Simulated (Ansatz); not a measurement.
**Single-point calculation of MnSn2 (part 1 of 2)**

MnSn2 (I4/mcm, 6 atoms in the cell), computed with DFT PBEsol, scalar-relativistic, plane waves, PAW, spin-polarised (Ansatz 0.2.0).

The structure derives from an entry of the Crystallography Open Database. It belongs to a series of runs on one base structure; here: antiferromagnetic in the cell, signs +-. Figures and captions count atoms from 1; the log counts them from 0 in places.

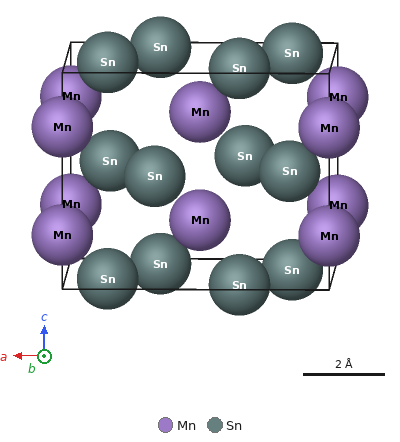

Fig. 1: The structure as given in the input (spheres-only view of the cell 2 times as large as that of the calculation, set on its symmetry axes, seen at an oblique angle). An atom can appear more than once, as a periodic image.

The input:
```yaml
crystal:
  lattice:
    - [-3.323, 3.323, 2.7125]
    - [3.323, -3.323, 2.7125]
    - [3.323, 3.323, -2.7125]
  atoms:
    - { symbol: Mn, position: [0.75, 0.75, 0.0], spin: 4.0 }
    - { symbol: Mn, position: [0.25, 0.25, 0.0], spin: -4.0 }
    - { symbol: Sn, position: [0.159, 0.659, 0.818] }
    - { symbol: Sn, position: [0.659, 0.841, 0.5] }
    - { symbol: Sn, position: [0.841, 0.341, 0.182] }
    - { symbol: Sn, position: [0.341, 0.159, 0.5] }
basis:
  ecutwfc: 420
kpoints:
  mp_grid: { grid: [8, 8, 8] }
hamiltonian:
  xc: pbesol
scf:
  occupations: { method: gaussian, width: 0.1 }
  lower_state_search: "off"
output:
  forces: true
  stress: true
  eigenvalues: true
  populations: true
  write_density: true
  write_potential: true
  elf: true
  volumetric_format: npy
magnetization:
  spin_polarized: true
```

Run on 1 thread of Intel Xeon @ 2.50GHz (Skylake/Cascade Lake), 192 GiB of memory available, shared host.

Command:
```bash
ansatz run input.yaml --threads 1 --pin off --max-ram 2560MiB --backend cpu --events-out ev --progress --plain --runs-dir out
```

The program's output:
```
Engine: ansatz 0.2.0, x86_64-unknown-linux-gnu
Pseudopotentials: kind: paw
Pseudopotential: Mn, paw, valence charge 15, recommended cutoff 420 eV (normal), Mn.paw.azcp
Pseudopotential: Sn, paw, valence charge 14, recommended cutoff 420 eV (normal), Sn.paw.azcp
Functional definition: PBEsol
  exchange = pbesol_x
  correlation = pbesol_c
Crystal: 6 atoms, lattice volume = 119.809 Å³
Basis set: ecut = 420 eV, 2345 PW (Γ), exchange–correlation on 80×80×80 points (8 copies of the dense FFT grid, shifted against one another)
Bands: 57, of which v1, the nominal top of the filled ones, is band 43 counted from 1 (42 counted from 0)
Symmetry: 8 space group operations
Space group: I422 (ITA 97), of the structure as read, at distance tolerance 4.9e-5 Å
Magnetic group: BNS 140.549 (UNI 1209), of the structure as read, at distance tolerance 4.9e-5 Å
k-points: 59 of 512 (time reversal used)
Non-local potential: Mn, projectors of the file, l = 0: 3, l = 1: 2, l = 2: 3, l = 3: 1
Non-local potential: Sn, projectors of the file, l = 0: 2, l = 1: 2, l = 2: 2, l = 3: 2
PAW form: soft (Blöchl's): semilocal exchange-correlation on the pseudo side does not see the compensation charge
PAW frozen core: Mn, regenerated for the run's functional, and the local potential with it (the file was generated under x = pbe(κ = 0.804, μ = 0.2195149727645171), c = pbe(β = 0.06672455060314922))
PAW frozen core: Sn, regenerated for the run's functional, and the local potential with it (the file was generated under x = pbe(κ = 0.804, μ = 0.2195149727645171), c = pbe(β = 0.06672455060314922))
PAW one-centre angular grid: Mn, 590 points (default); XC on 64 Gauss nodes
PAW one-centre angular grid: Sn, 590 points (default); XC on 64 Gauss nodes
Initial density: superposition of atomic densities (chi_scale 0.1, normalization cell)
Starting moments: Σ|m| = 8 μB on 2 of 6 sites
Starting magnetic order: antiferromagnet; an inversion exchanges its spin sublattices: spin-degenerate at every k-point
Initial wavefunctions: pseudopotential atomic-orbital guess
Functional: x = pbesol(κ = 0.804, μ = 0.12345679012345678), c = pbesol(β = 0.046)
SCF iter   1: F=—  HF=-31538.254146 eV  |F-HF|=—  |Δ(HF+E_count)|=         —  Δρ=6.26e-2 (↑6.26e-2 ↓6.26e-2)  dr2=2.02e1  dr2_m=1.87e0  M=0.000 μB ∫|m|=6.154 μB  β_m=0.30  ethr=3.10e-3  ⟨swp⟩=5.7  Hψ=25820  notcnv=0  defer=127
preconditioner: auto → Kerker (q_TF=auto, 2.582 Å⁻¹)  [metal: Δε(μ)=0.007 eV  Ē_g=16.656 eV  σ=0.100 eV  W_gap=0.04  n_scr=34 (ndim 8)  ℏωp=28.4 eV  f_vac=0.000  D(μ)=6.34/eV (n_scr^D=70)]
spin=Collinear: Kerker preconditioning applied to the charge; magnetization (m = ρ↑ − ρ↓) channel mixes plain (no charge-response kernel on spin).
SCF iter   2: F=—  HF=-31536.832089 eV  |F-HF|=—  |Δ(HF+E_count)|=    1.42e0  Δρ=3.77e-2 (↑3.77e-2 ↓3.77e-2)  dr2=1.75e0  dr2_m=1.07e0  M=0.000 μB ∫|m|=6.904 μB  β_m=0.30  ethr=3.10e-3  ⟨swp⟩=3.0  Hψ=14095  notcnv=0  defer=708
Mixer restart at iter 2: flushing history
spin-set hold released at iteration 2 (the charge has settled, or the pull on large starting moments outlasts its swing): the magnetisation degrees of freedom join the quasi-Newton model from the next iteration; the mixer history was flushed
SCF iter   3: F=—  HF=-31536.621701 eV  |F-HF|=—  |Δ(HF+E_count)|=   2.10e-1  Δρ=2.50e-2 (↑2.50e-2 ↓2.50e-2)  dr2=1.55e0  dr2_m=5.83e-1  M=-0.000 μB ∫|m|=6.752 μB  β_m=0.45  ethr=2.04e-3  ⟨swp⟩=2.5  Hψ=9791  notcnv=0  defer=766
SCF iter   4: F=—  HF=-31536.510459 eV  |F-HF|=—  |Δ(HF+E_count)|=   1.11e-1  Δρ=1.77e-2 (↑1.77e-2 ↓1.77e-2)  dr2=5.25e-1  dr2_m=2.72e-1  M=-0.000 μB ∫|m|=6.677 μB  β_m=0.73  ethr=1.80e-3  ⟨swp⟩=2.0  Hψ=6842  notcnv=0  defer=766
SCF iter   5: F=—  HF=-31536.409162 eV  |F-HF|=—  |Δ(HF+E_count)|=   1.01e-1  Δρ=2.87e-3 (↑2.87e-3 ↓2.87e-3)  dr2=2.45e-2  dr2_m=2.78e-3  M=-0.000 μB ∫|m|=6.390 μB  β_m=0.86  ethr=6.11e-4  ⟨swp⟩=2.7  Hψ=13292  notcnv=0  defer=742
SCF iter   6: F=—  HF=-31536.405729 eV  |F-HF|=—  |Δ(HF+E_count)|=   3.43e-3  Δρ=3.89e-4 (↑3.89e-4 ↓3.87e-4)  dr2=5.22e-4  dr2_m=8.10e-5  M=0.000 μB ∫|m|=6.318 μB  β_m=0.88  ethr=2.85e-5  ⟨swp⟩=2.0  Hψ=7644  notcnv=0  defer=742
SCF iter   7: F=—  HF=-31536.405899 eV  |F-HF|=—  |Δ(HF+E_count)|=   1.70e-4  Δρ=5.16e-4 (↑5.13e-4 ↓5.16e-4)  dr2=1.48e-3  dr2_m=4.32e-6  M=-0.000 μB ∫|m|=6.303 μB  β_m=0.88  ethr=6.07e-7  ⟨swp⟩=2.0  Hψ=11114  notcnv=0  defer=742
SCF iter   8: F=—  HF=-31536.405795 eV  |F-HF|=—  |Δ(HF+E_count)|=   1.04e-4  Δρ=2.06e-4 (↑1.86e-4 ↓2.06e-4)  dr2=2.13e-4  dr2_m=4.65e-7  M=0.001 μB ∫|m|=6.302 μB  β_m=0.94  ethr=6.07e-7  ⟨swp⟩=2.0  Hψ=7257  notcnv=0  defer=742
SCF iter   9: F=—  HF=-31536.405810 eV  |F-HF|=—  |Δ(HF+E_count)|=   1.50e-5  Δρ=3.16e-4 (↑3.16e-4 ↓2.89e-4)  dr2=5.30e-4  dr2_m=1.59e-6  M=-0.003 μB ∫|m|=6.302 μB  β_m=0.62  ethr=2.48e-7  ⟨swp⟩=2.0  Hψ=6832  notcnv=0  defer=742  recentre
SCF iter  10: F=—  HF=-31536.405781 eV  |F-HF|=—  |Δ(HF+E_count)|=   2.93e-5  Δρ=3.76e-5 (↑3.13e-5 ↓3.76e-5)  dr2=6.44e-6  dr2_m=4.70e-8  M=0.000 μB ∫|m|=6.301 μB  β_m=0.81  ethr=2.48e-7  ⟨swp⟩=1.9  Hψ=6551  notcnv=0  defer=742
SCF iter  11: F=—  HF=-31536.405784 eV  |F-HF|=—  |Δ(HF+E_count)|=   3.01e-6  Δρ=5.79e-6 (↑4.69e-6 ↓5.79e-6)  dr2=1.46e-7  dr2_m=2.99e-9  M=-0.000 μB ∫|m|=6.301 μB  β_m=0.90  ethr=7.49e-9  ⟨swp⟩=1.8  Hψ=6810  notcnv=0  defer=742
SCF iter  12: F=—  HF=-31536.405784 eV  |F-HF|=—  |Δ(HF+E_count)|=   6.02e-9  Δρ=5.74e-6 (↑5.43e-6 ↓5.74e-6)  dr2=1.83e-7  dr2_m=6.70e-10  M=0.000 μB ∫|m|=6.301 μB  β_m=0.90  ethr=1.16e-10  ⟨swp⟩=15.5  Hψ=48747  notcnv=0
SCF iter  13: F=-31536.405784 eV  HF=-31536.405784 eV  |F-HF|=2.36e-9  |Δ(HF+E_count)|=   9.70e-9  Δρ=7.52e-7 (↑7.52e-7 ↓6.65e-7)  dr2=2.78e-9  dr2_m=8.33e-11  M=0.000 μB ∫|m|=6.301 μB  ethr=1.16e-10  ⟨swp⟩=6.1  Hψ=34612  notcnv=0
SCF 1 converged in 13 iterations: F = -31536.405784 eV  dr2 = 2.78e-9
  greatest PAW one-centre occupation: 1.002 electrons in one spin orbital (limit 2), on the Mn atom at site 0 (counted from 0), in its partial waves of l = 1
```

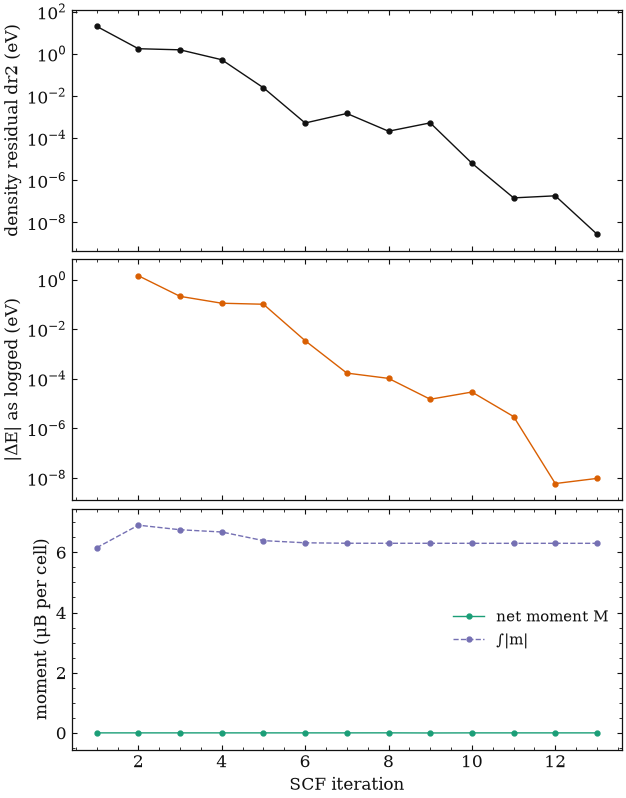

Fig. 2: Convergence of the self-consistent field: density residual dr2, size of the energy change and magnetic moment against the SCF iteration. The residual falls unevenly and jumps up by a factor of two or more 2 times on the way down. The net moment stays at 0.0 μB per cell.

```
SCF converged after 13 iterations
Magnetization: 0.0000 μB (43.0000 up, 43.0000 down)
Absolute magnetization: 6.3197 μB (∫|ρ↑−ρ↓|, with the PAW one-centre terms)
Spin contamination: 2.7968 ħ² per cell (⟨S²⟩ above its minimum at these occupations)
Per-site moments (μB) at R_I (Å): [(2.789584236575167, 1.11890625), (-2.789581997664199, 1.11890625), (9.832927163018796e-8, 1.1734237188262782), (9.832927107558518e-8, 1.1734237188262782), (9.832927102266194e-8, 1.1734237188262777), (9.832927192358937e-8, 1.1734237188262782)]
Free energy (F): -31536.405784 eV
Harris-Foulkes:  -31536.405784 eV  (|F-HF|=2.36e-9)
Internal energy: -31536.377362 eV  (E = F + TS)
E sigma→0 (E₀):  -31536.391573 eV
Entropy (-TS):   -0.028422 eV (-4.737 meV/atom)
Fermi energy:    13.644461 eV
--- Per-component energies (eV) ---
  E_band       = -670.948928
  E_kinetic    = 1363.607184
  E_local      = -7148.401109  (includes V_loc(G=0)·N_el)
  E_nonlocal   = 372.187111
  E_hartree    = 3725.057791
  E_xc         = -1743.774298
  E_vxc        = -679.555224  (∫ρ·V_xc dr)
  E_paw        = -18810.165160  (= ΣΔE_a)
  E_vpaw       = -2028.899501  (= ΣTr[D̂ρ^β])
  E_aug_tail   = -0.000022  (compensation charges beyond the density's cutoff)
  E_ewald      = -9296.367519
  E_core_change = 1.478660  (= ΣΔE_core)
  E_smearing   = -0.028422  (= −TS)
  E_closure    = 0.000000  (closes the sum)
  Σ components = -31536.405784   (vs F -31536.405784, Δ=0.00e0)
--- Forces (eV/Å), atoms counted from 1 ---
  atom   1  Mn     0.00000000    -0.00000000    -0.00000000
  atom   2  Mn     0.00000000     0.00000000     0.00000000
  atom   3  Sn     0.32642333     0.32642333     0.00000000
  atom   4  Sn    -0.32642333     0.32642333     0.00000000
  atom   5  Sn    -0.32642333    -0.32642333    -0.00000000
  atom   6  Sn     0.32642333    -0.32642333    -0.00000000
  max |Σ_I F_I| component: 5.55e-17 eV/Å
--- Stress (GPa, compression-positive) ---
       -2.221987       0.000000      -0.000000
        0.000000      -2.221987      -0.000000
       -0.000000      -0.000000      -2.681341
  P = ⅓ Tr σ = -2.3751 GPa (-23.751 kbar)
--- Band table (eV; the first three rows and the last of 118) ---
  k-point 0 ↑: bands = ["-66.5165", "-63.5641", "-35.4429", "-35.3823", "-35.3823", "-32.5264", "-32.4910", "-32.4910", "-7.6916", "-7.6699", "-7.6546", "-7.6492", "-7.6404", "-7.6404", "-7.6270", "-7.6270", "-7.5978", "-7.5675", "-7.5310", "-7.5265", "-7.5265", "-7.5066", "-7.5038", "-7.5015", "-7.5015", "-7.4588", "-7.4588", "-7.4571", "2.1675", "7.3000", "8.3968", "8.3968", "10.2223", "10.2223", "10.5471", "10.6342", "10.9112", "11.6099", "11.6099", "11.8108", "12.0193", "12.1087", "12.5849", "13.0193", "13.0193", "13.5120", "14.7171", "15.1785", "15.3330", "15.3330", "17.4089", "18.0786", "18.0786", "18.5494", "18.9407", "21.5697", "23.7417"]
```
